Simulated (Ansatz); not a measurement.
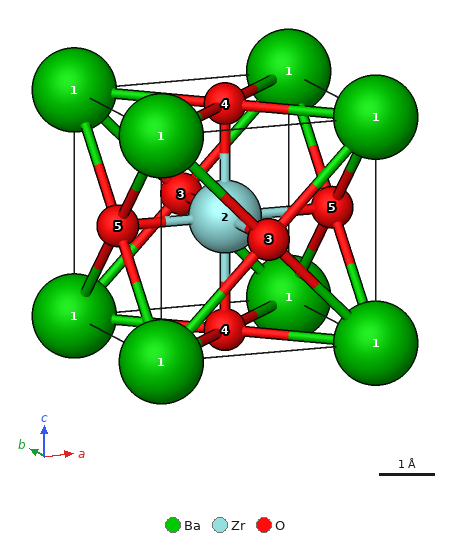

The starting structure (ball-and-stick view of the cell of the calculation, seen slightly off an axis; atoms are numbered from 1 in the order of the input).

**Geometry relaxation, with input and output: BaZrO3 (part 1 of 2)**

BaZrO3 (5 atoms in the cell), computed with DFT PBEsol, scalar-relativistic, plane waves, PAW, no spin polarisation (Ansatz 0.2.0).

The structure derives from a Materials Project entry. Figures and captions count atoms from 1; the log counts them from 0 in places.

## Log
```
Engine: ansatz 0.2.0, x86_64-unknown-linux-gnu
Pseudopotentials: kind: paw
Pseudopotential: Ba, paw, valence charge 10, recommended cutoff 420 eV (normal), Ba.paw.azcp
Pseudopotential: Zr, paw, valence charge 12, recommended cutoff 420 eV (normal), Zr.paw.azcp
Pseudopotential: O, paw, valence charge 6, recommended cutoff 420 eV (normal), O.paw.azcp
Functional definition: PBEsol
  exchange = pbesol_x
  correlation = pbesol_c
Crystal: 5 atoms, lattice volume = 74.745 Å³
Basis set: ecut = 420 eV, 1419 PW (Γ), exchange–correlation on 60×60×60 points (8 copies of the dense FFT grid, shifted against one another)
Bands: 25, of which v1, the nominal top of the filled ones, is band 20 counted from 1 (19 counted from 0)
Symmetry: 48 space group operations
Space group: Pm-3m (ITA 221), of the structure as read, at distance tolerance 4.2e-5 Å
k-points: 20 of 216
Non-local potential: Ba, projectors of the file, l = 0: 3, l = 1: 2, l = 2: 2, l = 3: 2
Non-local potential: Zr, projectors of the file, l = 0: 3, l = 1: 2, l = 2: 2, l = 3: 2
Non-local potential: O, projectors of the file, l = 0: 2, l = 1: 2, l = 2: 1
PAW form: soft (Blöchl's): semilocal exchange-correlation on the pseudo side does not see the compensation charge
PAW frozen core: Ba, regenerated for the run's functional, and the local potential with it (the file was generated under x = pbe(κ = 0.804, μ = 0.2195149727645171), c = pbe(β = 0.06672455060314922))
PAW frozen core: Zr, regenerated for the run's functional, and the local potential with it (the file was generated under x = pbe(κ = 0.804, μ = 0.2195149727645171), c = pbe(β = 0.06672455060314922))
PAW frozen core: O, regenerated for the run's functional, and the local potential with it (the file was generated under x = pbe(κ = 0.804, μ = 0.2195149727645171), c = pbe(β = 0.06672455060314922))
PAW one-centre angular grid: Ba, 194 points (default); XC on 64 Gauss nodes
PAW one-centre angular grid: Zr, 590 points (default); XC on 64 Gauss nodes
PAW one-centre angular grid: O, 110 points (default); XC on 64 Gauss nodes
Initial density: superposition of atomic densities (neutral atoms: chi_scale 0, normalization atom), corrected by the library's trained network
Initial wavefunctions: pseudopotential atomic-orbital guess
Functional: x = pbesol(κ = 0.804, μ = 0.12345679012345678), c = pbesol(β = 0.046)
SCF iter   1: F=—  HF=-11683.014228 eV  |F-HF|=—  |Δ(HF+E_count)|=         —  Δρ=1.59e-2  dr2=1.64e-1  ethr=1.77e-3  ⟨swp⟩=7.8  Hψ=2700  notcnv=0
preconditioner: auto → Resta (q_TF=auto, 2.458 Å⁻¹)  ε∞=3.8  [insulator: Δε(μ)=2.886 eV  Ē_g=15.913 eV  σ=0.020 eV  W_gap=1.00  n_scr=18 (ndim 8)  ℏωp=26.5 eV  f_vac=0.000  D(μ)=0.00/eV (n_scr^D=0)  ε∞_Penn≈3.8]
SCF iter   2: F=—  HF=-11682.977410 eV  |F-HF|=—  |Δ(HF+E_count)|=   3.68e-2  Δρ=5.03e-3  dr2=1.29e-2  ethr=4.09e-4  ⟨swp⟩=2.4  Hψ=1042  notcnv=0  defer=18
SCF iter   3: F=—  HF=-11682.974433 eV  |F-HF|=—  |Δ(HF+E_count)|=   2.98e-3  Δρ=1.16e-3  dr2=7.94e-4  ethr=3.23e-5  ⟨swp⟩=2.2  Hψ=851  notcnv=0  defer=20
SCF iter   4: F=—  HF=-11682.974410 eV  |F-HF|=—  |Δ(HF+E_count)|=   2.28e-5  Δρ=1.59e-4  dr2=1.04e-5  ethr=1.98e-6  ⟨swp⟩=2.0  Hψ=940  notcnv=0  defer=20
SCF iter   5: F=—  HF=-11682.974432 eV  |F-HF|=—  |Δ(HF+E_count)|=   2.16e-5  Δρ=4.08e-5  dr2=1.25e-6  ethr=2.60e-8  ⟨swp⟩=2.0  Hψ=865  notcnv=0  defer=20
SCF iter   6: F=-11682.974432 eV  HF=-11682.974432 eV  |F-HF|=7.45e-8  |Δ(HF+E_count)|=   4.60e-8  Δρ=9.97e-6  dr2=6.82e-8  ethr=2.50e-10  ⟨swp⟩=12.8  Hψ=3938  notcnv=0
SCF 1 converged in 6 iterations: F = -11682.974432 eV  dr2 = 6.82e-8
  greatest PAW one-centre occupation: 0.996 electrons in one spin orbital (limit 2), on the Zr atom at site 1 (counted from 0), in its partial waves of l = 0
relax step   1: F+E_penalty+E_count = -11682.97443196 eV  Δ(F+E_penalty+E_count) = +0.000e0 eV  max|allowed force component| = 2.140e-29 eV/Å  Δτ_max = 0.0000 Å  P = -3.520 GPa  Ω = 74.745 Å³  (6 SCF iters, dr2 threshold 1.00e-7 eV, accepted)
Crystal: 5 atoms, lattice volume = 72.235 Å³
Basis set: ecut = 420 eV, 1365 PW (Γ), exchange–correlation on 60×60×60 points (8 copies of the dense FFT grid, shifted against one another)
Initial density: handed on by an earlier stage of this run
Initial wavefunctions: those handed on with the density
iter 1 solved again at ethr=1.17e-5 eV; its pass at ethr=3.10e-3 eV (dr2=4.70e-3 eV) is discarded
SCF iter   1: F=—  HF=-11682.996789 eV  |F-HF|=—  |Δ(HF+E_count)|=         —  Δρ=3.18e-3  dr2=5.10e-3  ethr=1.17e-5  ⟨swp⟩=1.8  Hψ=2973  notcnv=0
preconditioner: auto → Resta (q_TF=auto, 2.472 Å⁻¹)  ε∞=3.8  [insulator: Δε(μ)=3.197 eV  Ē_g=16.144 eV  σ=0.020 eV  W_gap=1.00  n_scr=18 (ndim 8)  ℏωp=26.9 eV  f_vac=0.000  D(μ)=0.00/eV (n_scr^D=0)  ε∞_Penn≈3.8]
SCF iter   2: F=—  HF=-11682.995486 eV  |F-HF|=—  |Δ(HF+E_count)|=   1.30e-3  Δρ=1.21e-3  dr2=8.70e-4  ethr=1.17e-5  ⟨swp⟩=2.0  Hψ=880  notcnv=0
SCF iter   3: F=—  HF=-11682.995308 eV  |F-HF|=—  |Δ(HF+E_count)|=   1.78e-4  Δρ=6.05e-4  dr2=1.89e-4  ethr=2.17e-6  ⟨swp⟩=2.3  Hψ=750  notcnv=0
SCF iter   4: F=—  HF=-11682.995296 eV  |F-HF|=—  |Δ(HF+E_count)|=   1.21e-5  Δρ=1.13e-4  dr2=6.01e-6  ethr=4.71e-7  ⟨swp⟩=2.0  Hψ=825  notcnv=0
SCF iter   5: F=-11682.995301 eV  HF=-11682.995301 eV  |F-HF|=1.50e-7  |Δ(HF+E_count)|=   4.92e-6  Δρ=1.45e-5  dr2=1.27e-7  ethr=1.25e-9  ⟨swp⟩=9.2  Hψ=4342  notcnv=0
SCF 2 converged in 5 iterations: F = -11682.995301 eV  dr2 = 1.27e-7
relax step   2: F+E_penalty+E_count = -11682.99530069 eV  Δ(F+E_penalty+E_count) = -2.087e-2 eV  max|allowed force component| = 2.398e-29 eV/Å  Δτ_max = 0.0000 Å  P = +2.088 GPa  Ω = 72.235 Å³  energy of the carried Pulay correction = +8.361e-3 eV  (5 SCF iters, dr2 threshold 5.00e-7 eV, accepted)
Crystal: 5 atoms, lattice volume = 73.149 Å³
iter 1 solved again at ethr=2.43e-6 eV; its pass at ethr=3.10e-3 eV (dr2=9.72e-4 eV) is discarded
SCF iter   1: F=—  HF=-11682.998135 eV  |F-HF|=—  |Δ(HF+E_count)|=         —  Δρ=1.21e-3  dr2=7.61e-4  ethr=2.43e-6  ⟨swp⟩=2.0  Hψ=2982  notcnv=0
preconditioner: auto → Resta (q_TF=auto, 2.467 Å⁻¹)  ε∞=3.8  [insulator: Δε(μ)=3.172 eV  Ē_g=16.081 eV  σ=0.020 eV  W_gap=1.00  n_scr=18 (ndim 8)  ℏωp=26.8 eV  f_vac=0.000  D(μ)=0.00/eV (n_scr^D=0)  ε∞_Penn≈3.8]
SCF iter   2: F=—  HF=-11682.997939 eV  |F-HF|=—  |Δ(HF+E_count)|=   1.96e-4  Δρ=4.58e-4  dr2=1.29e-4  ethr=1.90e-6  ⟨swp⟩=2.0  Hψ=783  notcnv=0
SCF iter   3: F=—  HF=-11682.997917 eV  |F-HF|=—  |Δ(HF+E_count)|=   2.11e-5  Δρ=2.28e-4  dr2=2.76e-5  ethr=3.22e-7  ⟨swp⟩=2.6  Hψ=840  notcnv=0
SCF iter   4: F=—  HF=-11682.997915 eV  |F-HF|=—  |Δ(HF+E_count)|=   2.88e-6  Δρ=4.28e-5  dr2=8.61e-7  ethr=6.91e-8  ⟨swp⟩=2.0  Hψ=815  notcnv=0
SCF iter   5: F=-11682.997915 eV  HF=-11682.997915 eV  |F-HF|=2.13e-8  |Δ(HF+E_count)|=   6.86e-7  Δρ=5.58e-6  dr2=1.80e-8  ethr=1.25e-9  ⟨swp⟩=10.9  Hψ=3873  notcnv=0
SCF 3 converged in 5 iterations: F = -11682.997915 eV  dr2 = 1.80e-8
relax step   3: F+E_penalty+E_count = -11682.99791530 eV  Δ(F+E_penalty+E_count) = -2.615e-3 eV  max|allowed force component| = 6.087e-30 eV/Å  Δτ_max = 0.0000 Å  P = -0.070 GPa  Ω = 73.149 Å³  energy of the carried Pulay correction = +5.282e-3 eV  (5 SCF iters, dr2 threshold 5.00e-7 eV, accepted)
Crystal: 5 atoms, lattice volume = 73.119 Å³
iter 1 solved again at ethr=2.19e-9 eV; its pass at ethr=3.10e-3 eV (dr2=8.76e-7 eV) is discarded
SCF iter   1: F=—  HF=-11682.998016 eV  |F-HF|=—  |Δ(HF+E_count)|=         —  Δρ=3.90e-5  dr2=7.07e-7  ethr=2.19e-9  ⟨swp⟩=2.0  Hψ=2909  notcnv=0
preconditioner: auto → Resta (q_TF=auto, 2.467 Å⁻¹)  ε∞=3.8  [insulator: Δε(μ)=3.172 eV  Ē_g=16.085 eV  σ=0.020 eV  W_gap=1.00  n_scr=18 (ndim 8)  ℏωp=26.8 eV  f_vac=0.000  D(μ)=0.00/eV (n_scr^D=0)  ε∞_Penn≈3.8]
SCF iter   2: F=—  HF=-11682.998023 eV  |F-HF|=—  |Δ(HF+E_count)|=   6.45e-6  Δρ=1.57e-5  dr2=1.14e-7  ethr=1.77e-9  ⟨swp⟩=2.0  Hψ=900  notcnv=0
SCF iter   3: F=—  HF=-11682.998023 eV  |F-HF|=—  |Δ(HF+E_count)|=   2.82e-8  Δρ=7.46e-6  dr2=2.20e-8  ethr=2.85e-10  ⟨swp⟩=2.5  Hψ=799  notcnv=0
SCF iter   4: F=-11682.998023 eV  HF=-11682.998023 eV  |F-HF|=1.09e-10  |Δ(HF+E_count)|=   4.15e-9  Δρ=1.22e-6  dr2=4.71e-10  ethr=3.07e-11  ⟨swp⟩=7.8  Hψ=3004  notcnv=0
SCF 4 converged in 4 iterations: F = -11682.998023 eV  dr2 = 4.71e-10
relax step   4: F+E_penalty+E_count = -11682.99802269 eV  Δ(F+E_penalty+E_count) = -1.074e-4 eV  max|allowed force component| = 2.235e-30 eV/Å  Δτ_max = 0.0000 Å  P = -0.001 GPa  Ω = 73.119 Å³  energy of the carried Pulay correction = +5.382e-3 eV  (4 SCF iters, dr2 threshold 1.23e-8 eV, accepted)
Initial wavefunctions: pseudopotential atomic-orbital guess (no wavefunctions were taken with the density)
iter 1 solved again at ethr=1.83e-7 eV; its pass at ethr=3.10e-3 eV (dr2=7.32e-5 eV) is discarded
SCF iter   1: F=—  HF=-11682.993208 eV  |F-HF|=—  |Δ(HF+E_count)|=         —  Δρ=1.63e-4  dr2=2.93e-6  ethr=1.83e-7  ⟨swp⟩=3.0  Hψ=4131  notcnv=0
SCF iter   2: F=—  HF=-11682.993216 eV  |F-HF|=—  |Δ(HF+E_count)|=   7.33e-6  Δρ=7.73e-5  dr2=1.02e-6  ethr=7.32e-9  ⟨swp⟩=2.0  Hψ=890  notcnv=0
SCF iter   3: F=—  HF=-11682.993216 eV  |F-HF|=—  |Δ(HF+E_count)|=   6.46e-7  Δρ=3.58e-5  dr2=1.18e-7  ethr=2.54e-9  ⟨swp⟩=2.0  Hψ=643  notcnv=0
SCF iter   4: F=—  HF=-11682.993217 eV  |F-HF|=—  |Δ(HF+E_count)|=   1.96e-7  Δρ=1.68e-6  dr2=8.37e-10  ethr=2.96e-10  ⟨swp⟩=2.0  Hψ=830  notcnv=0
SCF iter   5: F=-11682.993217 eV  HF=-11682.993217 eV  |F-HF|=1.46e-11  |Δ(HF+E_count)|=  3.46e-10  Δρ=2.62e-7  dr2=1.50e-11  ethr=1.00e-12  ⟨swp⟩=5.4  Hψ=2933  notcnv=0
SCF 5 converged in 5 iterations: F = -11682.993217 eV  dr2 = 1.50e-11
relax step   5: F+E_penalty+E_count = -11682.99321666 eV  Δ(F+E_penalty+E_count) = +4.806e-3 eV  max|allowed force component| = 6.715e-30 eV/Å  Δτ_max = 0.0000 Å  P = -0.115 GPa  Ω = 73.119 Å³  stress off target by 1.15e-1 GPa  SCF on the basis re-selected at this cell (its energy is not comparable with the rows above)  (5 SCF iters)
basis re-selected at this cell: Δ(F+E_penalty+E_count) = +4.806e-3 eV, ΔP = -0.114 GPa vs the last step (what re-selecting the basis moved, of the pressure what is left beyond the Pulay correction that the steps carried, after the strain that the cell walked since its last selection, with what the two solves' SCF thresholds leave and, on support functions, any second-order correction that the steps lacked; it is no measure of the basis error at this ecutwfc). This SCF's stress stands 1.15e-1 GPa from its target on what of the cell is left free (relax.cell.stress_tol is 5.00e-2 GPa) and its largest allowed force component is 6.72e-30 eV/Å (relax.f_tol is 5.00e-3 eV/Å): not within both, so this SCF does not close the relaxation
Crystal: 5 atoms, lattice volume = 73.069 Å³
iter 1 solved again at ethr=6.58e-9 eV; its pass at ethr=3.10e-3 eV (dr2=2.63e-6 eV) is discarded
SCF iter   1: F=—  HF=-11682.993401 eV  |F-HF|=—  |Δ(HF+E_count)|=         —  Δρ=6.48e-5  dr2=2.16e-6  ethr=6.58e-9  ⟨swp⟩=2.0  Hψ=2908  notcnv=0
preconditioner: auto → Resta (q_TF=auto, 2.468 Å⁻¹)  ε∞=3.8  [insulator: Δε(μ)=3.174 eV  Ē_g=16.088 eV  σ=0.020 eV  W_gap=1.00  n_scr=18 (ndim 8)  ℏωp=26.8 eV  f_vac=0.000  D(μ)=0.00/eV (n_scr^D=0)  ε∞_Penn≈3.8]
SCF iter   2: F=—  HF=-11682.993404 eV  |F-HF|=—  |Δ(HF+E_count)|=   2.93e-6  Δρ=2.52e-5  dr2=3.61e-7  ethr=5.41e-9  ⟨swp⟩=2.0  Hψ=900  notcnv=0
SCF iter   3: F=—  HF=-11682.993403 eV  |F-HF|=—  |Δ(HF+E_count)|=   6.93e-8  Δρ=1.23e-5  dr2=7.87e-8  ethr=9.02e-10  ⟨swp⟩=2.5  Hψ=789  notcnv=0
SCF iter   4: F=-11682.993403 eV  HF=-11682.993403 eV  |F-HF|=2.01e-9  |Δ(HF+E_count)|=   4.74e-9  Δρ=2.34e-6  dr2=2.44e-9  ethr=8.27e-11  ⟨swp⟩=8.0  Hψ=3184  notcnv=0
SCF 6 converged in 4 iterations: F = -11682.993403 eV  dr2 = 2.44e-9
relax step   6: F+E_penalty+E_count = -11682.99340344 eV  Δ(F+E_penalty+E_count) = -1.868e-4 eV  max|allowed force component| = 2.261e-30 eV/Å  Δτ_max = 0.0000 Å  P = -0.001 GPa  Ω = 73.069 Å³  energy of the carried Pulay correction = +1.686e-4 eV  (4 SCF iters, dr2 threshold 3.31e-8 eV, accepted)
iter 1 solved again at ethr=2.03e-7 eV; its pass at ethr=3.10e-3 eV (dr2=8.13e-5 eV) is discarded
SCF iter   1: F=—  HF=-11682.993108 eV  |F-HF|=—  |Δ(HF+E_count)|=         —  Δρ=1.30e-5  dr2=2.22e-8  ethr=2.03e-7  ⟨swp⟩=3.0  Hψ=4101  notcnv=0
eigensolver tolerance schedule: the retry pair's looser diagonalisation over-reported the residual by 3658.11 of it (diagonalisation noise at 0.32 of the residual, at the tolerance the schedule requests for it); recorded, not acted on — ethr = c·dr2/N_el stays at c = 1.0e-1
SCF iter   2: F=—  HF=-11682.993110 eV  |F-HF|=—  |Δ(HF+E_count)|=   2.31e-6  Δρ=5.26e-6  dr2=7.94e-9  ethr=5.56e-11  ⟨swp⟩=3.1  Hψ=1262  notcnv=0
SCF iter   3: F=—  HF=-11682.993110 eV  |F-HF|=—  |Δ(HF+E_count)|=   2.01e-9  Δρ=2.98e-6  dr2=1.52e-9  ethr=1.99e-11  ⟨swp⟩=2.4  Hψ=699  notcnv=0
SCF iter   4: F=—  HF=-11682.993110 eV  |F-HF|=—  |Δ(HF+E_count)|=   1.45e-9  Δρ=8.72e-7  dr2=4.14e-10  ethr=3.79e-12  ⟨swp⟩=2.0  Hψ=815  notcnv=0
SCF iter   5: F=-11682.993110 eV  HF=-11682.993110 eV  |F-HF|=1.27e-11  |Δ(HF+E_count)|=  5.64e-11  Δρ=1.74e-7  dr2=1.66e-11  ethr=1.00e-12  ⟨swp⟩=5.2  Hψ=2769  notcnv=0
SCF 7 converged in 5 iterations: F = -11682.993110 eV  dr2 = 1.66e-11
relax step   7: F+E_penalty+E_count = -11682.99311025 eV  Δ(F+E_penalty+E_count) = +2.932e-4 eV  max|allowed force component| = 3.129e-30 eV/Å  Δτ_max = 0.0000 Å  P = -0.004 GPa  Ω = 73.069 Å³  stress off target by 3.95e-3 GPa  SCF on the basis re-selected at this cell (its energy is not comparable with the rows above)  (5 SCF iters)
```

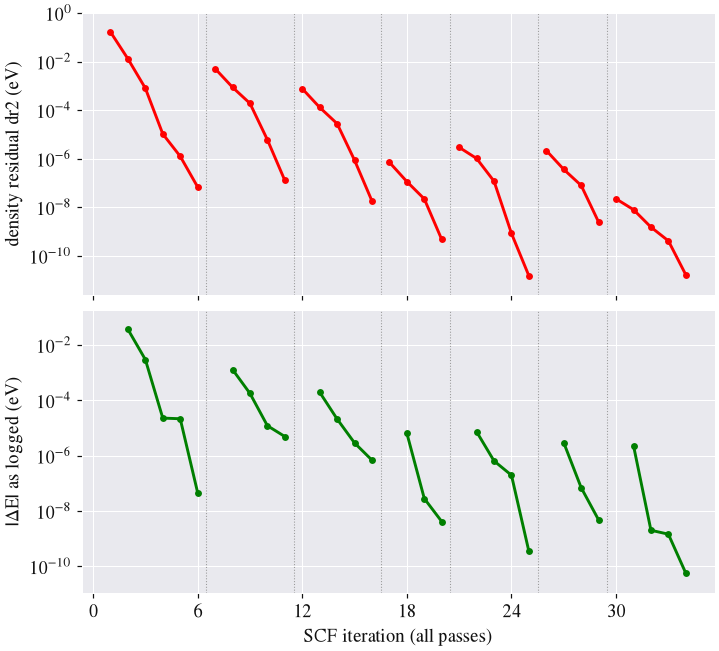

Convergence of the self-consistent field: density residual dr2 and size of the energy change against the SCF iteration. The dotted lines part the SCF passes of the relaxation: geometry steps, rejected trials and re-solves on a re-selected basis. The 7 passes take 4 to 6 iterations each, 34 in all.

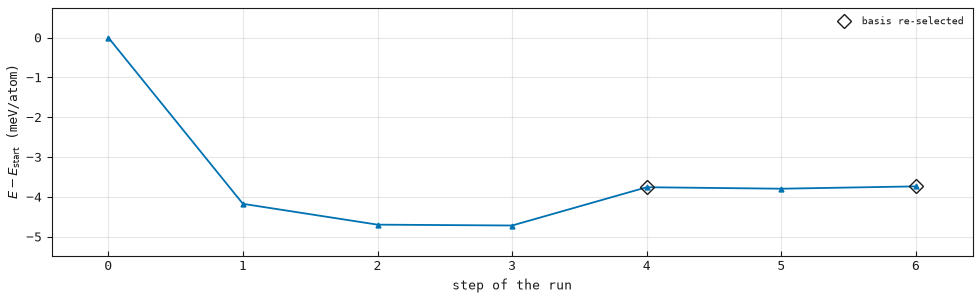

Progress of the relaxation, step by step (the first geometry is step 0 here and step 1 in the log).
